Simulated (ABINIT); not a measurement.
Geometry relaxation, with input and output: HgSe (part 2 of 3)

The same run, continued: HgSe (2 atoms in the cell); Kohn-Sham DFT of a periodic cell, PBE, PseudoDojo NC SR PBE v0.4 stringent, no spin polarisation (ABINIT 10.8.3); cutoff 1414.99 eV, 6×6×6 k-mesh, fermi-dirac of 0.05 eV. The structure derives from an entry of the Crystallography Open Database.

Geometry of the input (Å; fractional positions):
```
0.0000  3.0390  3.0390
3.0390  0.0000  3.0390
3.0390  3.0390  0.0000
Hg 0.0000  0.0000  0.0000
Se 0.7500  0.7500  0.7500
```

**Output, continued**
```
--- !ResultsGS
iteration_state: {dtset: 1, itime: 3, icycle: 1, }
comment   : Summary of ground state results
lattice_vectors:
- [  0.0000000,   5.8964985,   5.8964985, ]
- [  5.8964985,   0.0000000,   5.8964985, ]
- [  5.8964985,   5.8964985,   0.0000000, ]
lattice_lengths: [   8.33891,    8.33891,    8.33891, ]
lattice_angles: [ 60.000,  60.000,  60.000, ] # degrees, (23, 13, 12)
lattice_volume:   4.1002711E+02
convergence: {deltae: -1.893E-11, res2:  3.420E-14, residm:  4.876E-15, diffor: null, }
etotal    :  -5.04252646E+02
entropy   :   0.00000000E+00
fermie    :   1.69868786E-01
cartesian_stress_tensor: # hartree/bohr^3
- [ -1.35234484E-05,   0.00000000E+00,   0.00000000E+00, ]
- [  0.00000000E+00,  -1.35234484E-05,   0.00000000E+00, ]
- [  0.00000000E+00,   0.00000000E+00,  -1.35234484E-05, ]
pressure_GPa:   3.9787E-01
xred      :
- [  6.8401E-29,   6.8401E-29,  -1.1400E-28, Hg]
- [  7.5000E-01,   7.5000E-01,   7.5000E-01, Se]
cartesian_forces: # hartree/bohr
- [ -0.00000000E+00,  -0.00000000E+00,  -0.00000000E+00, ]
- [ -0.00000000E+00,  -0.00000000E+00,  -0.00000000E+00, ]
force_length_stats: {min:   0.00000000E+00, max:   0.00000000E+00, mean:   0.00000000E+00, }
...

 Integrated electronic density in atomic spheres:
 ------------------------------------------------
 Atom  Sphere_radius  Integrated_density
    1        2.00000         16.53212788
    2        2.00000         21.20028334

---OUTPUT-----------------------------------------------------------------------

 Cartesian coordinates (xcart) [bohr]
 -2.68885091551346E-28 -2.68885091551346E-28  8.06655274654039E-28
  8.84474777867879E+00  8.84474777867879E+00  8.84474777867879E+00
 Reduced coordinates (xred)
  6.84012106539574E-29  6.84012106539574E-29 -1.14002017756596E-28
  7.50000000000000E-01  7.50000000000000E-01  7.50000000000000E-01
 Cartesian forces (fcart) [Ha/bohr]; max,rms= 0.00000E+00 0.00000E+00 (free atoms)
 -0.00000000000000E+00 -0.00000000000000E+00 -0.00000000000000E+00
 -0.00000000000000E+00 -0.00000000000000E+00 -0.00000000000000E+00
 Gradient of E wrt nuclear positions in reduced coordinates (gred)
  0.00000000000000E+00  0.00000000000000E+00  0.00000000000000E+00
  0.00000000000000E+00  0.00000000000000E+00  0.00000000000000E+00
 Scale of Primitive Cell (acell) [bohr]
  8.33890817625123E+00  8.33890817625123E+00  8.33890817625123E+00
 Real space primitive translations (rprimd) [bohr]
  0.00000000000000E+00  5.89649851911919E+00  5.89649851911919E+00
  5.89649851911919E+00  0.00000000000000E+00  5.89649851911919E+00
  5.89649851911919E+00  5.89649851911919E+00  0.00000000000000E+00
 Unitary Cell Volume (ucvol) [Bohr^3]=  4.10027114634416E+02
 Angles (23,13,12)= [degrees]
  6.00000000000000E+01  6.00000000000000E+01  6.00000000000000E+01
 Lengths [Bohr]
  8.33890817625123E+00  8.33890817625123E+00  8.33890817625123E+00
 Stress tensor in cartesian coordinates (strten) [Ha/bohr^3]
 -1.35234483534703E-05  0.00000000000000E+00  0.00000000000000E+00
  0.00000000000000E+00 -1.35234483534703E-05  0.00000000000000E+00
  0.00000000000000E+00  0.00000000000000E+00 -1.35234483534721E-05
 Total energy (etotal) [Ha]= -5.04252645865517E+02

 Difference of energy with previous step (new-old):
           Absolute (Ha)=-1.74201E-03
           Relative     =-3.45465E-06

--- Iteration: ( 4/50) Internal Cycle: (1/1)
--------------------------------------------------------------------------------

---SELF-CONSISTENT-FIELD CONVERGENCE--------------------------------------------

--- !BeginCycle
iteration_state: {dtset: 1, itime: 4, icycle: 1, }
solver: {iscf: 7, nstep: 80, nline: 4, wfoptalg: 0, }
tolerances: {tolvrs: 1.00E-12, }
...

     iter   Etot(hartree)      deltaE(h)  residm     vres2
 ETOT  1  -504.23707991217    -5.042E+02 2.067E-06 2.687E+02
 ETOT  2  -504.25059092712    -1.351E-02 1.291E-06 2.150E+01
 ETOT  3  -504.25255065664    -1.960E-03 6.747E-05 3.128E+00
 ETOT  4  -504.25265150622    -1.008E-04 4.631E-06 3.387E-01
 ETOT  5  -504.25266907027    -1.756E-05 5.437E-07 3.730E-02
 ETOT  6  -504.25267017125    -1.101E-06 7.954E-08 2.352E-03
 ETOT  7  -504.25267038621    -2.150E-07 9.099E-09 2.493E-05
 ETOT  8  -504.25267038810    -1.898E-09 9.547E-11 7.037E-07
 ETOT  9  -504.25267038810     3.695E-12 1.259E-11 3.812E-08
 ETOT 10  -504.25267038809     6.992E-12 4.338E-13 5.183E-09
 ETOT 11  -504.25267038811    -1.620E-11 7.365E-14 2.453E-10
 ETOT 12  -504.25267038808     3.024E-11 3.585E-15 1.475E-12
 ETOT 13  -504.25267038811    -3.450E-11 2.426E-16 2.786E-14

 At SCF step   13       vres2   =  2.79E-14 < tolvrs=  1.00E-12 =>converged.

 Cartesian components of stress tensor (hartree/bohr^3)
  sigma(1 1)= -1.34877124E-06  sigma(3 2)=  0.00000000E+00
  sigma(2 2)= -1.34877124E-06  sigma(3 1)=  0.00000000E+00
  sigma(3 3)= -1.34877124E-06  sigma(2 1)=  0.00000000E+00

--- !ResultsGS
iteration_state: {dtset: 1, itime: 4, icycle: 1, }
comment   : Summary of ground state results
lattice_vectors:
- [  0.0000000,   5.9123555,   5.9123555, ]
- [  5.9123555,   0.0000000,   5.9123555, ]
- [  5.9123555,   5.9123555,   0.0000000, ]
lattice_lengths: [   8.36133,    8.36133,    8.36133, ]
lattice_angles: [ 60.000,  60.000,  60.000, ] # degrees, (23, 13, 12)
lattice_volume:   4.1334397E+02
convergence: {deltae: -3.450E-11, res2:  2.786E-14, residm:  2.426E-16, diffor: null, }
etotal    :  -5.04252670E+02
entropy   :   0.00000000E+00
fermie    :   1.66264646E-01
cartesian_stress_tensor: # hartree/bohr^3
- [ -1.34877124E-06,   0.00000000E+00,   0.00000000E+00, ]
- [  0.00000000E+00,  -1.34877124E-06,   0.00000000E+00, ]
- [  0.00000000E+00,   0.00000000E+00,  -1.34877124E-06, ]
pressure_GPa:   3.9682E-02
xred      :
- [  7.5462E-29,   7.5462E-29,  -1.2577E-28, Hg]
- [  7.5000E-01,   7.5000E-01,   7.5000E-01, Se]
cartesian_forces: # hartree/bohr
- [  4.66243202E-26,   4.66243202E-26,  -1.39872961E-25, ]
- [ -4.66243202E-26,  -4.66243202E-26,   1.39872961E-25, ]
force_length_stats: {min:   1.54635376E-25, max:   1.54635376E-25, mean:   1.54635376E-25, }
...

 Integrated electronic density in atomic spheres:
 ------------------------------------------------
 Atom  Sphere_radius  Integrated_density
    1        2.00000         16.51533470
    2        2.00000         21.18460653

---OUTPUT-----------------------------------------------------------------------

 Cartesian coordinates (xcart) [bohr]
 -2.97437516200330E-28 -2.97437516200330E-28  8.92312548600990E-28
  8.86853321377382E+00  8.86853321377382E+00  8.86853321377382E+00
 Reduced coordinates (xred)
  7.54616795493698E-29  7.54616795493698E-29 -1.25769465915616E-28
  7.50000000000000E-01  7.50000000000000E-01  7.50000000000000E-01
 Cartesian forces (fcart) [Ha/bohr]; max,rms= 1.39873E-25 8.92788E-26 (free atoms)
  4.66243201794013E-26  4.66243201794013E-26 -1.39872960538204E-25
 -4.66243201794013E-26 -4.66243201794013E-26  1.39872960538204E-25
 Gradient of E wrt nuclear positions in reduced coordinates (gred)
  5.51319109440861E-25  5.51319109440861E-25 -5.51319109440861E-25
 -5.51319109440861E-25 -5.51319109440861E-25  5.51319109440861E-25
 Scale of Primitive Cell (acell) [bohr]
  8.36133329951679E+00  8.36133329951679E+00  8.36133329951679E+00
 Real space primitive translations (rprimd) [bohr]
  0.00000000000000E+00  5.91235547584921E+00  5.91235547584921E+00
  5.91235547584921E+00  0.00000000000000E+00  5.91235547584921E+00
  5.91235547584921E+00  5.91235547584921E+00  0.00000000000000E+00
 Unitary Cell Volume (ucvol) [Bohr^3]=  4.13343972543720E+02
 Angles (23,13,12)= [degrees]
  6.00000000000000E+01  6.00000000000000E+01  6.00000000000000E+01
 Lengths [Bohr]
  8.36133329951679E+00  8.36133329951679E+00  8.36133329951679E+00
 Stress tensor in cartesian coordinates (strten) [Ha/bohr^3]
 -1.34877124002668E-06  0.00000000000000E+00  0.00000000000000E+00
  0.00000000000000E+00 -1.34877124002668E-06  0.00000000000000E+00
  0.00000000000000E+00  0.00000000000000E+00 -1.34877124002668E-06
 Total energy (etotal) [Ha]= -5.04252670388114E+02

 Difference of energy with previous step (new-old):
           Absolute (Ha)=-2.45226E-05
           Relative     =-4.86316E-08

--- Iteration: ( 5/50) Internal Cycle: (1/1)
--------------------------------------------------------------------------------

---SELF-CONSISTENT-FIELD CONVERGENCE--------------------------------------------

--- !BeginCycle
iteration_state: {dtset: 1, itime: 5, icycle: 1, }
solver: {iscf: 7, nstep: 80, nline: 4, wfoptalg: 0, }
tolerances: {tolvrs: 1.00E-12, }
...

     iter   Etot(hartree)      deltaE(h)  residm     vres2
 ETOT  1  -504.25247972274    -5.043E+02 3.177E-08 3.298E+00
 ETOT  2  -504.25264523789    -1.655E-04 1.556E-08 2.733E-01
 ETOT  3  -504.25266923590    -2.400E-05 8.488E-07 3.857E-02
 ETOT  4  -504.25267042731    -1.191E-06 5.975E-08 3.774E-03
 ETOT  5  -504.25267063843    -2.111E-07 6.564E-09 4.505E-04
 ETOT  6  -504.25267065160    -1.317E-08 9.248E-10 3.089E-05
 ETOT  7  -504.25267065437    -2.774E-09 1.070E-10 3.288E-07
 ETOT  8  -504.25267065438    -7.560E-12 1.189E-12 7.601E-09
 ETOT  9  -504.25267065440    -1.563E-11 1.646E-13 4.053E-10
 ETOT 10  -504.25267065437     2.763E-11 5.055E-15 5.183E-11
 ETOT 11  -504.25267065438    -1.120E-11 9.486E-16 2.977E-12
 ETOT 12  -504.25267065439    -8.129E-12 3.807E-17 2.060E-14

 At SCF step   12       vres2   =  2.06E-14 < tolvrs=  1.00E-12 =>converged.

 Cartesian components of stress tensor (hartree/bohr^3)
  sigma(1 1)= -7.21293516E-08  sigma(3 2)=  0.00000000E+00
  sigma(2 2)= -7.21293516E-08  sigma(3 1)=  0.00000000E+00
  sigma(3 3)= -7.21293516E-08  sigma(2 1)=  0.00000000E+00

--- !ResultsGS
iteration_state: {dtset: 1, itime: 5, icycle: 1, }
comment   : Summary of ground state results
lattice_vectors:
- [  0.0000000,   5.9141280,   5.9141280, ]
- [  5.9141280,   0.0000000,   5.9141280, ]
- [  5.9141280,   5.9141280,   0.0000000, ]
lattice_lengths: [   8.36384,    8.36384,    8.36384, ]
lattice_angles: [ 60.000,  60.000,  60.000, ] # degrees, (23, 13, 12)
lattice_volume:   4.1371584E+02
convergence: {deltae: -8.129E-12, res2:  2.060E-14, residm:  3.807E-17, diffor: null, }
etotal    :  -5.04252671E+02
entropy   :   0.00000000E+00
fermie    :   1.65864672E-01
cartesian_stress_tensor: # hartree/bohr^3
- [ -7.21293516E-08,   0.00000000E+00,   0.00000000E+00, ]
- [  0.00000000E+00,  -7.21293516E-08,   0.00000000E+00, ]
- [  0.00000000E+00,   0.00000000E+00,  -7.21293516E-08, ]
pressure_GPa:   2.1221E-03
xred      :
- [ -1.3863E-26,  -1.3863E-26,   2.3104E-26, Hg]
- [  7.5000E-01,   7.5000E-01,   7.5000E-01, Se]
cartesian_forces: # hartree/bohr
- [  4.66103465E-26,   4.66103465E-26,  -1.39831039E-25, ]
- [ -4.66103465E-26,  -4.66103465E-26,   1.39831039E-25, ]
force_length_stats: {min:   1.54589031E-25, max:   1.54589031E-25, mean:   1.54589031E-25, }
...

 Integrated electronic density in atomic spheres:
 ------------------------------------------------
 Atom  Sphere_radius  Integrated_density
    1        2.00000         16.51786333
    2        2.00000         21.18633916

---OUTPUT-----------------------------------------------------------------------

 Cartesian coordinates (xcart) [bohr]
  5.46564871203660E-26  5.46564871203660E-26 -1.63969461361098E-25
  8.87119198124902E+00  8.87119198124902E+00  8.87119198124902E+00
 Reduced coordinates (xred)
 -1.38625222270873E-26 -1.38625222270873E-26  2.31042037118122E-26
  7.50000000000000E-01  7.50000000000000E-01  7.50000000000000E-01
 Cartesian forces (fcart) [Ha/bohr]; max,rms= 1.39831E-25 8.92520E-26 (free atoms)
  4.66103464962358E-26  4.66103464962358E-26 -1.39831039488707E-25
 -4.66103464962358E-26 -4.66103464962358E-26  1.39831039488707E-25
 Gradient of E wrt nuclear positions in reduced coordinates (gred)
  5.51319109440861E-25  5.51319109440861E-25 -5.51319109440861E-25
 -5.51319109440861E-25 -5.51319109440861E-25  5.51319109440861E-25
 Scale of Primitive Cell (acell) [bohr]
  8.36384000953187E+00  8.36384000953187E+00  8.36384000953187E+00
 Real space primitive translations (rprimd) [bohr]
  0.00000000000000E+00  5.91412798749935E+00  5.91412798749935E+00
  5.91412798749935E+00  0.00000000000000E+00  5.91412798749935E+00
  5.91412798749935E+00  5.91412798749935E+00  0.00000000000000E+00
 Unitary Cell Volume (ucvol) [Bohr^3]=  4.13715842950097E+02
 Angles (23,13,12)= [degrees]
  6.00000000000000E+01  6.00000000000000E+01  6.00000000000000E+01
 Lengths [Bohr]
  8.36384000953187E+00  8.36384000953187E+00  8.36384000953187E+00
 Stress tensor in cartesian coordinates (strten) [Ha/bohr^3]
 -7.21293515869997E-08  0.00000000000000E+00  0.00000000000000E+00
  0.00000000000000E+00 -7.21293515887345E-08  0.00000000000000E+00
  0.00000000000000E+00  0.00000000000000E+00 -7.21293515887345E-08
 Total energy (etotal) [Ha]= -5.04252670654388E+02

 Difference of energy with previous step (new-old):
           Absolute (Ha)=-2.66274E-07
           Relative     =-5.28056E-10

 At Broyd/MD step   5, gradients are converged :
  max grad (force/stress) = 7.2129E-06 < tolmxf= 2.0000E-05 ha/bohr (free atoms)

================================================================================

 ----iterations are completed or convergence reached----

 Mean square residual over all n,k,spin=   64.504E-20; max=  38.072E-18
 reduced coordinates (array xred) for    2 atoms
      -0.000000000000     -0.000000000000      0.000000000000
       0.750000000000      0.750000000000      0.750000000000
 rms dE/dt=  7.7987E-25; max dE/dt=  1.1029E-24; dE/dt below (all hartree)
    1      -0.000000000000     -0.000000000000      0.000000000000
    2      -0.000000000000     -0.000000000000      0.000000000000

 cartesian coordinates (angstrom) at end:
    1      0.00000000000000     0.00000000000000    -0.00000000000000
    2      4.69443262683766     4.69443262683766     4.69443262683766

 cartesian forces (hartree/bohr) at end:
    1      0.00000000000000     0.00000000000000    -0.00000000000000
    2     -0.00000000000000    -0.00000000000000     0.00000000000000
 frms,max,avg= 8.9252018E-26 1.3983104E-25   0.000E+00  0.000E+00  0.000E+00 h/b

 cartesian forces (eV/Angstrom) at end:
    1      0.00000000000000     0.00000000000000    -0.00000000000000
    2     -0.00000000000000    -0.00000000000000     0.00000000000000
 frms,max,avg= 4.5895233E-24 7.1904012E-24   0.000E+00  0.000E+00  0.000E+00 e/A
 length scales=  8.363840009532  8.363840009532  8.363840009532 bohr
              =  4.425953525680  4.425953525680  4.425953525680 angstroms
 Fermi (or HOMO) energy (hartree) =   0.16586   Average Vxc (hartree)=  -0.33757
 Eigenvalues (hartree) for nkpt=  16  k points:
 kpt#   1, nband= 27, wtk=  0.00463, kpt=  0.0000  0.0000  0.0000 (reduced coord)
  -7.46663   -5.24229   -5.24229   -5.24229   -4.03873   -2.14020   -2.14020   -2.14020
  -1.57324   -1.57324   -1.57324   -1.57318   -1.57318   -0.30927   -0.08115   -0.08115
  -0.08115   -0.05896   -0.05896    0.12592    0.16435    0.16435    0.16435    0.36997
   0.36997    0.36997    0.47069
      occupation numbers for kpt#   1
   2.00000    2.00000    2.00000    2.00000    2.00000    2.00000    2.00000    2.00000
   2.00000    2.00000    2.00000    2.00000    2.00000    2.00000    2.00000    2.00000
   2.00000    2.00000    2.00000    2.00000    1.39031    1.39031    1.39031    0.00000
   0.00000    0.00000    0.00000
 prteigrs : prtvol=0 or 1, do not print more k-points.

--- !EnergyTerms
iteration_state     : {dtset: 1, itime: 5, icycle: 1, }
comment             : Components of total free energy in Hartree
kinetic             :  1.94022418494839E+02
hartree             :  2.02092410295606E+02
xc                  : -5.62610247193293E+01
Ewald energy        : -2.21701488649199E+02
psp_core            :  5.75702503252916E+00
local_psp           : -5.49223026828380E+02
non_local_psp       : -7.89389435858844E+01
internal            : -5.04252629959818E+02
'-kT*entropy'       : -4.06945691462106E-05
total_energy        : -5.04252670654388E+02
total_energy_eV     : -1.37214141867440E+04
band_energy         : -8.38051004922102E+01
...

 Cartesian components of stress tensor (hartree/bohr^3)
  sigma(1 1)= -7.21293516E-08  sigma(3 2)=  0.00000000E+00
  sigma(2 2)= -7.21293516E-08  sigma(3 1)=  0.00000000E+00
  sigma(3 3)= -7.21293516E-08  sigma(2 1)=  0.00000000E+00

-Cartesian components of stress tensor (GPa)         [Pressure=  2.1221E-03 GPa]
- sigma(1 1)= -2.12211879E-03  sigma(3 2)=  0.00000000E+00
- sigma(2 2)= -2.12211879E-03  sigma(3 1)=  0.00000000E+00
- sigma(3 3)= -2.12211879E-03  sigma(2 1)=  0.00000000E+00

== END DATASET(S) ==============================================================
================================================================================

 -outvars: echo values of variables after computation  --------
            acell      8.3638400095E+00  8.3638400095E+00  8.3638400095E+00 Bohr
           etotal     -5.0425267065E+02
            fcart      4.6610346496E-26  4.6610346496E-26 -1.3983103949E-25
                      -4.6610346496E-26 -4.6610346496E-26  1.3983103949E-25
            rprim      0.0000000000E+00  7.0710678119E-01  7.0710678119E-01
                       7.0710678119E-01  0.0000000000E+00  7.0710678119E-01
                       7.0710678119E-01  7.0710678119E-01  0.0000000000E+00
           strten     -7.2129351587E-08 -7.2129351589E-08 -7.2129351589E-08
                       0.0000000000E+00  0.0000000000E+00  0.0000000000E+00
           xangst      2.8922967392E-26  2.8922967392E-26 -8.6768902177E-26
                       4.6944326268E+00  4.6944326268E+00  4.6944326268E+00
             xred     -1.3862522227E-26 -1.3862522227E-26  2.3104203712E-26
                       7.5000000000E-01  7.5000000000E-01  7.5000000000E-01
 Calculation completed.
```

**Trajectory as extended XYZ (Å, eV, eV/Å), 5 frames, from step=0 to step=4**
```
2
Lattice="0.0000 3.0390 3.0390 3.0390 0.0000 3.0390 3.0390 3.0390 0.0000" Properties=species:S:1:pos:R:3:forces:R:3 step=0 energy=-13721.34464
Hg    0.0000    0.0000    0.0000    0.0000   0.0000   0.0000
Se    4.5585    4.5585    4.5585    0.0000   0.0000   0.0000
2
Lattice="0.0000 3.0536 3.0536 3.0536 0.0000 3.0536 3.0536 3.0536 0.0000" Properties=species:S:1:pos:R:3:forces:R:3 step=1 energy=-13721.36611
Hg    0.0000    0.0000    0.0000    0.0000   0.0000   0.0000
Se    4.5803    4.5803    4.5803    0.0000   0.0000   0.0000
2
Lattice="0.0000 3.1203 3.1203 3.1203 0.0000 3.1203 3.1203 3.1203 0.0000" Properties=species:S:1:pos:R:3:forces:R:3 step=2 energy=-13721.41351
Hg    0.0000    0.0000    0.0000    0.0000   0.0000   0.0000
Se    4.6804    4.6804    4.6804    0.0000   0.0000   0.0000
2
Lattice="0.0000 3.1287 3.1287 3.1287 0.0000 3.1287 3.1287 3.1287 0.0000" Properties=species:S:1:pos:R:3:forces:R:3 step=3 energy=-13721.41418
Hg    0.0000    0.0000    0.0000    0.0000   0.0000   0.0000
Se    4.6930    4.6930    4.6930    0.0000   0.0000   0.0000
2
Lattice="0.0000 3.1296 3.1296 3.1296 0.0000 3.1296 3.1296 3.1296 0.0000" Properties=species:S:1:pos:R:3:forces:R:3 step=4 energy=-13721.41419
Hg    0.0000    0.0000    0.0000    0.0000   0.0000   0.0000
Se    4.6944    4.6944    4.6944    0.0000   0.0000   0.0000
```

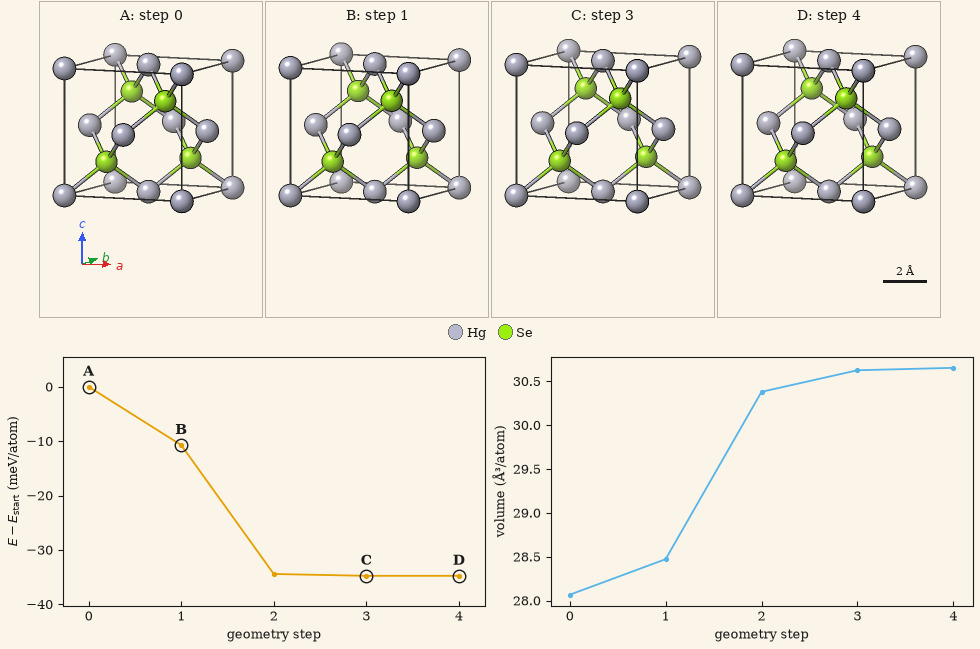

**Figure 1.** Frames of the relaxation (ball-and-stick view of the cell 4 times as large as that of the calculation, set on its symmetry axes, seen slightly off an axis) above the curves, on which the letters mark them (steps are counted from 0).
